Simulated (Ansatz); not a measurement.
Run report: PbS, geometry relaxation (part 1 of 2)

- system: PbS (P1, 8 atoms in the cell)
- method: DFT, PBEsol, plane waves, PAW, no spin polarisation (Ansatz 0.2.0)

The structure was built on a prototype by a generator.

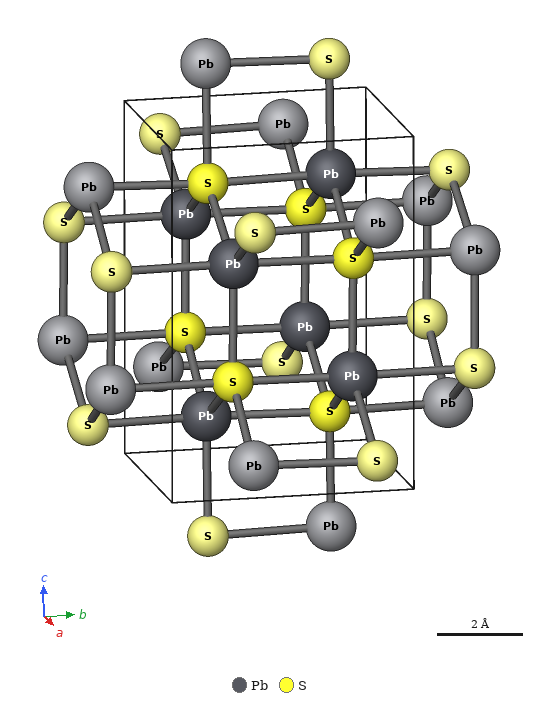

*The input geometry (ball-and-stick view of the cell of the calculation, set on other vectors, seen slightly off an axis; neighbours outside the cell are drawn fainter).*

Near neighbours in the crystal (not all of them lie inside the picture): Pb has 5 S at 2.74 to 2.99 Å; S has 5 Pb at 2.74 to 2.99 Å.

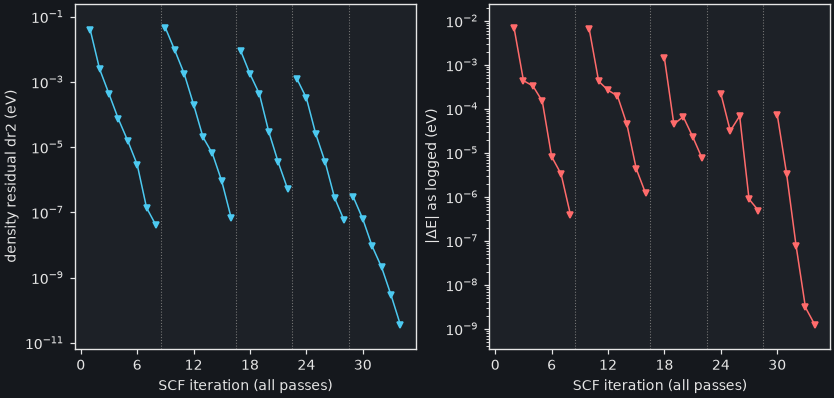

*Convergence of the self-consistent field: density residual dr2 and size of the energy change against the SCF iteration. The dotted lines part the SCF passes of the relaxation: geometry steps, rejected trials and re-solves on a re-selected basis.*

The 5 passes take 6 to 8 iterations each, 34 in all.

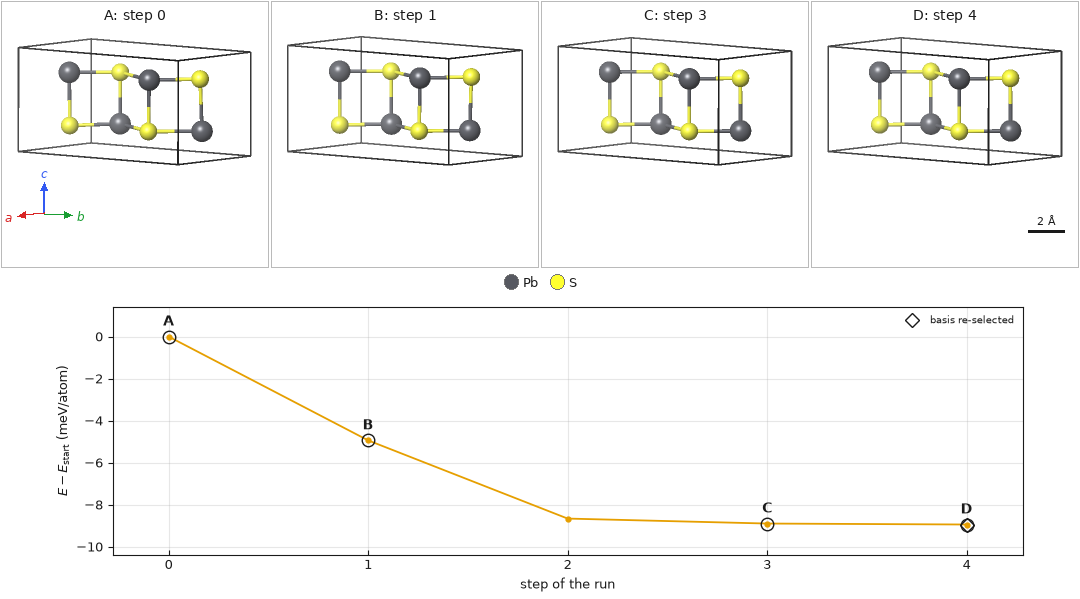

*Frames of the relaxation (ball-and-stick view of the cell of the calculation, seen at an oblique angle) above the curves, on which the letters mark them (the first geometry is step 0 here and step 1 in the log).*

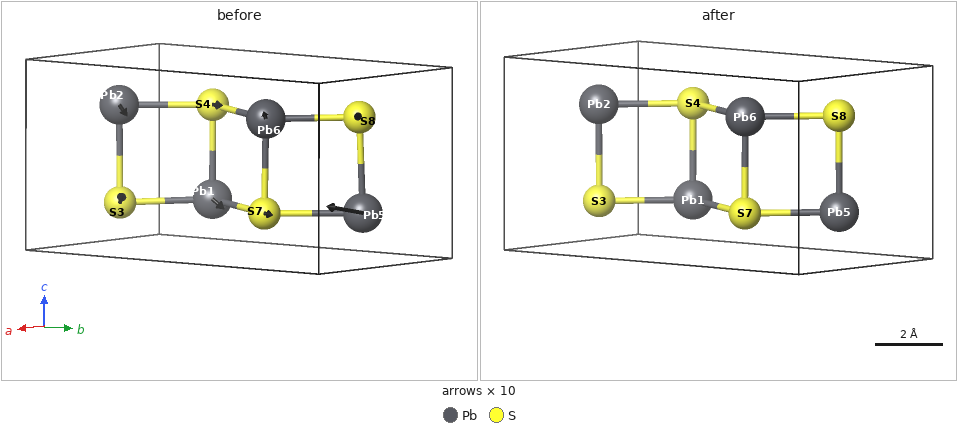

*Before (left) and after (right) the relaxation, at one scale (ball-and-stick view of the cell of the calculation, seen at an oblique angle). The black arrows give the displacements (without the part carried along by the change of the cell), magnified 10 times.*

Over 3 geometry steps the energy falls by 8.9 meV per atom. Largest force component: 0.48 eV/Å at the start, 0.0037 eV/Å at the end. Pressure: 1.08 GPa at the start and −0.01 GPa at the end. The atom that moves furthest relative to the cell is Pb5 (0.13 Å). Largest moves by element: Pb 0.13 Å, S 0.06 Å. The drawn cell changes as follows: a 4.906 → 4.922 Å (+0.3 %), b 9.857 → 9.907 Å (+0.5 %), c 5.862 → 5.931 Å (+1.2 %), α 89.9° → 90.0°; the volume changes by +2.0 %. Among the contacts that change: Pb5–S7 2.990 → 2.861 Å, Pb2–S3 2.876 → 2.963 Å, Pb1–S3 2.801 → 2.864 Å, Pb5–S8 2.904 → 2.966 Å. Among the angles that change: S3–Pb5–S7 125.4° → 119.8°, S8–Pb5–S8 174.4° → 179.7°, Pb5–S8–Pb5 174.4° → 179.7°. The space group (tolerance 0.01 Å) goes from P1 (No. 1) to P2_1/m (No. 11). A last SCF at the same geometry on a re-selected plane-wave basis shifts the energy by next to nothing (0.0 meV per atom). (Atoms are counted from 1 in the order of the input.)

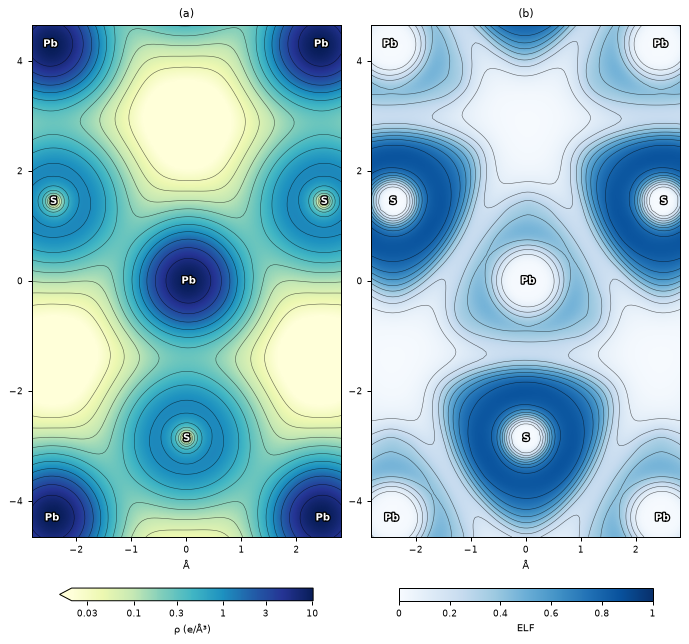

*(a) valence charge density (pseudo); (b) electron localisation function on the (010) plane of the conventional cell.*

Pb–S (2.86 Å): ρ is about 0.27 e/Å³ halfway; the ELF peaks at about 0.85 in the valence shell of S, 0.8 Å from its nucleus, and drops to about 0.25 between the two atoms. Away from the nuclei the density in this plane falls to 0.007 e/Å³ at its lowest. Core electrons are frozen (PAW), so the fields are smoothed inside the atomic spheres.

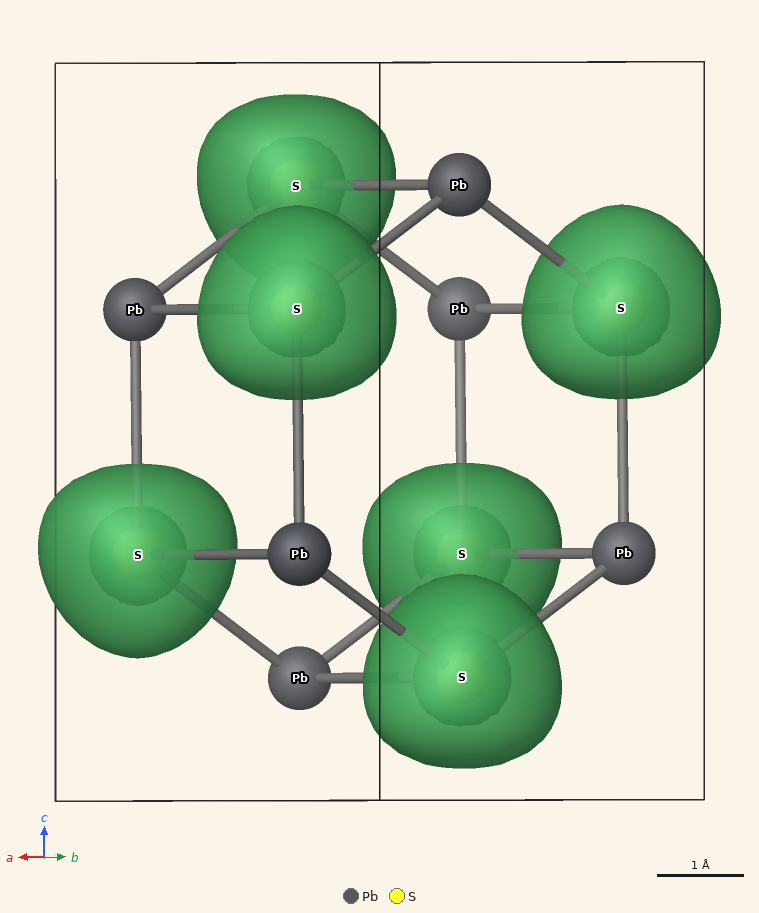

*Isosurface of the ELF at 0.75 (green), seen along [110]. Only the valence region is drawn (cores and ρ < 0.01 e/Å³ removed). Sticks mark near contacts. The outline is the cell set on symmetry axes.*

Profiles from the grid: Pb–S (2.84 Å): the ELF peaks at about 0.85 in the valence shell of S, 0.8 Å from its nucleus, and drops to about 0.25 between the two atoms. Pb–S (2.96 Å): the ELF peaks at about 0.85 in the valence shell of S, 0.9 Å from its nucleus, and drops to about 0.20 between the two atoms.

The input that produced these results follows, with the program's output.

## The input
```yaml
crystal:
  lattice:
    - [4.9060318998, 0.0128923373, -0.003612565]
    - [-4.8837017163, 8.562036776, 0.0095707518]
    - [-0.0043349843, 0.0041278637, 5.8617840984]
  atoms:
    - { symbol: Pb, position: [0.3309367115, 0.3320745817, 0.2538311131] }
    - { symbol: Pb, position: [0.6650494161, 0.1658115851, 0.755161577] }
    - { symbol: S, position: [0.6748587085, 0.1735258115, 0.2455736038] }
    - { symbol: S, position: [0.3361206832, 0.3353424181, 0.7496584694] }
    - { symbol: Pb, position: [0.3133217874, 0.8374058608, 0.2434118798] }
    - { symbol: Pb, position: [0.6708087176, 0.668911855, 0.744847743] }
    - { symbol: S, position: [0.6728433091, 0.6653211541, 0.2493655014] }
    - { symbol: S, position: [0.3442628911, 0.8392450467, 0.7486633444] }
kpoints:
  mp_grid: { grid: [4, 4, 4] }
hamiltonian:
  xc: pbesol
scf:
  occupations: { method: fermi_dirac, width: 0.05 }
relax:
  f_tol: 0.01
  cell: {}
  max_steps: 120
output:
  write_density: true
  write_potential: true
  elf: true
  volumetric_format: npy
```

Run as:
```bash
ansatz run input.yaml --threads 2 --pin off --max-ram 2211MiB --backend cpu --events-out ev --progress --plain --runs-dir out
```

## What the program printed
```
Engine: ansatz 0.2.0, x86_64-unknown-linux-gnu
Pseudopotentials: kind: paw
Pseudopotential: Pb, paw, valence charge 14, recommended cutoff 420 eV (normal), Pb.paw.azcp
Pseudopotential: S, paw, valence charge 6, recommended cutoff 420 eV (normal), S.paw.azcp
Functional definition: PBEsol
  exchange = pbesol_x
  correlation = pbesol_c
Crystal: 8 atoms, lattice volume = 246.597 Å³
Basis set: ecut = 420 eV, 4839 PW (Γ), exchange–correlation on 72×144×80 points (8 copies of the dense FFT grid, shifted against one another)
Bands: 48, of which v1, the nominal top of the filled ones, is band 40 counted from 1 (39 counted from 0)
Symmetry: 1 space group operations
Space group: P1 (ITA 1), of the structure as read, at distance tolerance 6.3e-5 Å
k-points: 36 of 64 (time reversal used)
Non-local potential: Pb, projectors of the file, l = 0: 2, l = 1: 2, l = 2: 2, l = 3: 2
Non-local potential: S, projectors of the file, l = 0: 2, l = 1: 2, l = 2: 2
PAW form: soft (Blöchl's): semilocal exchange-correlation on the pseudo side does not see the compensation charge
PAW frozen core: Pb, regenerated for the run's functional, and the local potential with it (the file was generated under x = pbe(κ = 0.804, μ = 0.2195149727645171), c = pbe(β = 0.06672455060314922))
PAW frozen core: S, regenerated for the run's functional, and the local potential with it (the file was generated under x = pbe(κ = 0.804, μ = 0.2195149727645171), c = pbe(β = 0.06672455060314922))
PAW one-centre angular grid: Pb, 590 points (default); XC on 64 Gauss nodes
PAW one-centre angular grid: S, 110 points (default); XC on 64 Gauss nodes
Initial density: superposition of atomic densities (neutral atoms: chi_scale 0, normalization atom), corrected by the library's trained network
Initial wavefunctions: pseudopotential atomic-orbital guess
Functional: x = pbesol(κ = 0.804, μ = 0.12345679012345678), c = pbesol(β = 0.046)
SCF iter   1: F=—  HF=-50562.656593 eV  |F-HF|=—  |Δ(HF+E_count)|=         —  Δρ=3.24e-3  dr2=3.96e-2  ethr=1.77e-3  ⟨swp⟩=7.7  Hψ=7603  notcnv=0
preconditioner: auto → Resta (q_TF=auto, 2.262 Å⁻¹)  ε∞=3.3  [insulator: Δε(μ)=1.298 eV  Ē_g=13.808 eV  σ=0.050 eV  W_gap=1.00  n_scr=48 (ndim 8)  ℏωp=21.1 eV  f_vac=0.114  D(μ)=0.00/eV (n_scr^D=0)  ε∞_Penn≈3.3]
SCF iter   2: F=—  HF=-50562.649670 eV  |F-HF|=—  |Δ(HF+E_count)|=   6.92e-3  Δρ=1.05e-3  dr2=2.47e-3  ethr=4.95e-5  ⟨swp⟩=2.0  Hψ=2590  notcnv=0  defer=12
SCF iter   3: F=—  HF=-50562.650106 eV  |F-HF|=—  |Δ(HF+E_count)|=   4.37e-4  Δρ=3.78e-4  dr2=4.28e-4  ethr=3.08e-6  ⟨swp⟩=2.9  Hψ=3264  notcnv=0  defer=12
SCF iter   4: F=—  HF=-50562.650438 eV  |F-HF|=—  |Δ(HF+E_count)|=   3.32e-4  Δρ=1.08e-4  dr2=7.23e-5  ethr=5.35e-7  ⟨swp⟩=2.0  Hψ=2162  notcnv=0  defer=12
SCF iter   5: F=—  HF=-50562.650588 eV  |F-HF|=—  |Δ(HF+E_count)|=   1.50e-4  Δρ=4.58e-5  dr2=1.55e-5  ethr=9.04e-8  ⟨swp⟩=2.0  Hψ=2285  notcnv=0  defer=12
SCF iter   6: F=—  HF=-50562.650596 eV  |F-HF|=—  |Δ(HF+E_count)|=   8.16e-6  Δρ=2.14e-5  dr2=2.91e-6  ethr=1.94e-8  ⟨swp⟩=2.4  Hψ=2485  notcnv=0  defer=12
SCF iter   7: F=—  HF=-50562.650600 eV  |F-HF|=—  |Δ(HF+E_count)|=   3.31e-6  Δρ=5.76e-6  dr2=1.37e-7  ethr=3.64e-9  ⟨swp⟩=2.2  Hψ=2481  notcnv=0  defer=12
SCF iter   8: F=-50562.650600 eV  HF=-50562.650600 eV  |F-HF|=1.92e-8  |Δ(HF+E_count)|=   3.89e-7  Δρ=2.48e-6  dr2=4.01e-8  ethr=1.25e-10  ⟨swp⟩=9.5  Hψ=11669  notcnv=0
SCF 1 converged in 8 iterations: F = -50562.650600 eV  dr2 = 4.01e-8
  greatest PAW one-centre occupation: 0.982 electrons in one spin orbital (limit 2), on the Pb atom at site 5 (counted from 0), in its partial waves of l = 2
relax step   1: F+E_penalty+E_count = -50562.65060017 eV  Δ(F+E_penalty+E_count) = +0.000e0 eV  max|allowed force component| = 4.760e-1 eV/Å  Δτ_max = 0.0000 Å  P = +1.082 GPa  Ω = 246.597 Å³  (8 SCF iters, dr2 threshold 1.00e-7 eV, accepted)
Crystal: 8 atoms, lattice volume = 255.849 Å³
Basis set: ecut = 420 eV, 5005 PW (Γ), exchange–correlation on 72×144×80 points (8 copies of the dense FFT grid, shifted against one another)
Initial density: handed on by an earlier stage of this run
Initial wavefunctions: those handed on with the density
iter 1 solved again at ethr=5.70e-5 eV; its pass at ethr=3.10e-3 eV (dr2=4.56e-2 eV) is discarded
SCF iter   1: F=—  HF=-50562.695588 eV  |F-HF|=—  |Δ(HF+E_count)|=         —  Δρ=3.30e-3  dr2=4.52e-2  ethr=5.70e-5  ⟨swp⟩=2.0  Hψ=10383  notcnv=0
preconditioner: auto → Resta (q_TF=auto, 2.248 Å⁻¹)  ε∞=3.3  [insulator: Δε(μ)=1.401 eV  Ē_g=13.729 eV  σ=0.050 eV  W_gap=1.00  n_scr=52 (ndim 8)  ℏωp=20.8 eV  f_vac=0.129  D(μ)=0.00/eV (n_scr^D=0)  ε∞_Penn≈3.3]
SCF iter   2: F=—  HF=-50562.689180 eV  |F-HF|=—  |Δ(HF+E_count)|=   6.41e-3  Δρ=1.77e-3  dr2=9.30e-3  ethr=5.65e-5  ⟨swp⟩=2.0  Hψ=2001  notcnv=0
SCF iter   3: F=—  HF=-50562.689605 eV  |F-HF|=—  |Δ(HF+E_count)|=   4.24e-4  Δρ=5.42e-4  dr2=1.78e-3  ethr=1.16e-5  ⟨swp⟩=2.1  Hψ=2246  notcnv=0
SCF iter   4: F=—  HF=-50562.689870 eV  |F-HF|=—  |Δ(HF+E_count)|=   2.65e-4  Δρ=1.91e-4  dr2=2.02e-4  ethr=2.22e-6  ⟨swp⟩=2.0  Hψ=2156  notcnv=0
SCF iter   5: F=—  HF=-50562.690067 eV  |F-HF|=—  |Δ(HF+E_count)|=   1.97e-4  Δρ=6.45e-5  dr2=2.02e-5  ethr=2.52e-7  ⟨swp⟩=2.0  Hψ=2331  notcnv=0
SCF iter   6: F=—  HF=-50562.690112 eV  |F-HF|=—  |Δ(HF+E_count)|=   4.48e-5  Δρ=2.91e-5  dr2=6.37e-6  ethr=2.52e-8  ⟨swp⟩=2.0  Hψ=2422  notcnv=0
SCF iter   7: F=—  HF=-50562.690116 eV  |F-HF|=—  |Δ(HF+E_count)|=   4.33e-6  Δρ=1.18e-5  dr2=8.95e-7  ethr=7.97e-9  ⟨swp⟩=2.0  Hψ=2266  notcnv=0
SCF iter   8: F=-50562.690118 eV  HF=-50562.690118 eV  |F-HF|=1.98e-7  |Δ(HF+E_count)|=   1.19e-6  Δρ=3.65e-6  dr2=6.75e-8  ethr=1.00e-9  ⟨swp⟩=10.0  Hψ=12137  notcnv=0
SCF 2 converged in 8 iterations: F = -50562.690118 eV  dr2 = 6.75e-8
  greatest PAW one-centre occupation: 0.981 electrons in one spin orbital (limit 2), on the Pb atom at site 0 (counted from 0), in its partial waves of l = 2
relax step   2: F+E_penalty+E_count = -50562.69011775 eV  Δ(F+E_penalty+E_count) = -3.952e-2 eV  max|allowed force component| = 1.958e-1 eV/Å  Δτ_max = 0.1973 Å  P = -0.777 GPa  Ω = 255.849 Å³  energy of the carried Pulay correction = -6.754e-4 eV  (8 SCF iters, dr2 threshold 8.00e-7 eV, accepted)
Crystal: 8 atoms, lattice volume = 252.094 Å³
Basis set: ecut = 420 eV, 4929 PW (Γ), exchange–correlation on 72×144×80 points (8 copies of the dense FFT grid, shifted against one another)
iter 1 solved again at ethr=1.14e-5 eV; its pass at ethr=3.10e-3 eV (dr2=9.09e-3 eV) is discarded
SCF iter   1: F=—  HF=-50562.721229 eV  |F-HF|=—  |Δ(HF+E_count)|=         —  Δρ=1.42e-3  dr2=9.11e-3  ethr=1.14e-5  ⟨swp⟩=2.1  Hψ=9833  notcnv=0
preconditioner: auto → Resta (q_TF=auto, 2.253 Å⁻¹)  ε∞=3.3  [insulator: Δε(μ)=1.398 eV  Ē_g=13.780 eV  σ=0.050 eV  W_gap=1.00  n_scr=52 (ndim 8)  ℏωp=20.9 eV  f_vac=0.121  D(μ)=0.00/eV (n_scr^D=0)  ε∞_Penn≈3.3]
SCF iter   2: F=—  HF=-50562.719827 eV  |F-HF|=—  |Δ(HF+E_count)|=   1.40e-3  Δρ=8.04e-4  dr2=1.74e-3  ethr=1.14e-5  ⟨swp⟩=2.1  Hψ=2135  notcnv=0
SCF iter   3: F=—  HF=-50562.719782 eV  |F-HF|=—  |Δ(HF+E_count)|=   4.49e-5  Δρ=2.60e-4  dr2=4.27e-4  ethr=2.18e-6  ⟨swp⟩=2.0  Hψ=2113  notcnv=0
SCF iter   4: F=—  HF=-50562.719848 eV  |F-HF|=—  |Δ(HF+E_count)|=   6.61e-5  Δρ=7.65e-5  dr2=2.95e-5  ethr=5.33e-7  ⟨swp⟩=2.0  Hψ=2126  notcnv=0
SCF iter   5: F=—  HF=-50562.719871 eV  |F-HF|=—  |Δ(HF+E_count)|=   2.33e-5  Δρ=2.91e-5  dr2=3.47e-6  ethr=3.69e-8  ⟨swp⟩=2.0  Hψ=2330  notcnv=0
SCF iter   6: F=-50562.719879 eV  HF=-50562.719879 eV  |F-HF|=5.60e-7  |Δ(HF+E_count)|=   7.56e-6  Δρ=8.51e-6  dr2=5.23e-7  ethr=1.00e-9  ⟨swp⟩=10.4  Hψ=13360  notcnv=0
SCF 3 converged in 6 iterations: F = -50562.719879 eV  dr2 = 5.23e-7
  greatest PAW one-centre occupation: 0.981 electrons in one spin orbital (limit 2), on the Pb atom at site 4 (counted from 0), in its partial waves of l = 2
relax step   3: F+E_penalty+E_count = -50562.71987944 eV  Δ(F+E_penalty+E_count) = -2.976e-2 eV  max|allowed force component| = 3.966e-2 eV/Å  Δτ_max = 0.0733 Å  P = -0.112 GPa  Ω = 252.094 Å³  energy of the carried Pulay correction = -4.043e-4 eV  (6 SCF iters, dr2 threshold 8.00e-7 eV, accepted)
Crystal: 8 atoms, lattice volume = 251.468 Å³
Basis set: ecut = 420 eV, 4911 PW (Γ), exchange–correlation on 72×144×80 points (8 copies of the dense FFT grid, shifted against one another)
iter 1 solved again at ethr=1.45e-6 eV; its pass at ethr=3.10e-3 eV (dr2=1.16e-3 eV) is discarded
```
